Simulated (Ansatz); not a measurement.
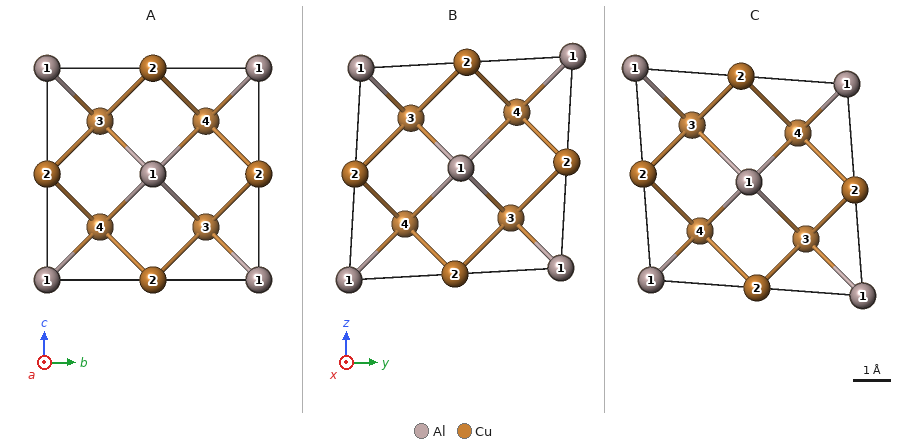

Crystalline AlCu₃ (Fm-3m): the cell is strained in shear in the yz plane, with the atoms kept at their fractional coordinates. x, y and z are the Cartesian axes of the input. The picture is a ball-and-stick view of the conventional cell (4 times the calculation's cell), seen along the a axis. Lengths and directions refer to the drawn axes.

Level of theory: DFT PBEsol, scalar-relativistic, plane waves, PAW in Ansatz. (plane-wave cutoff 420 eV; k-point mesh 14 × 14 × 14; occupations gaussian; smearing width 0.15 eV; no spin polarisation). Energies (free energies at the smearing named) are counted from the relaxed crystal.

> Rank the frames from lowest to highest energy.

Lowest first: A (the strain 0.00, 0.0 meV/atom), B (the strain 0.1125, 55.2 meV/atom), C (the strain −0.15, 98.2 meV/atom). Over the whole scan: of the computed points the lowest is at the strain 0.00, 0.0 meV/atom. The end points stand at 98.2 meV/atom (−0.15) and 55.2 meV/atom (0.1125). The distortion takes the space group from Fm-3m to Immm. At the strain −0.15 the cell of the drawing goes b 5.767 → 5.783 Å, c 5.767 → 5.783 Å, α 90.0° → 98.6°.
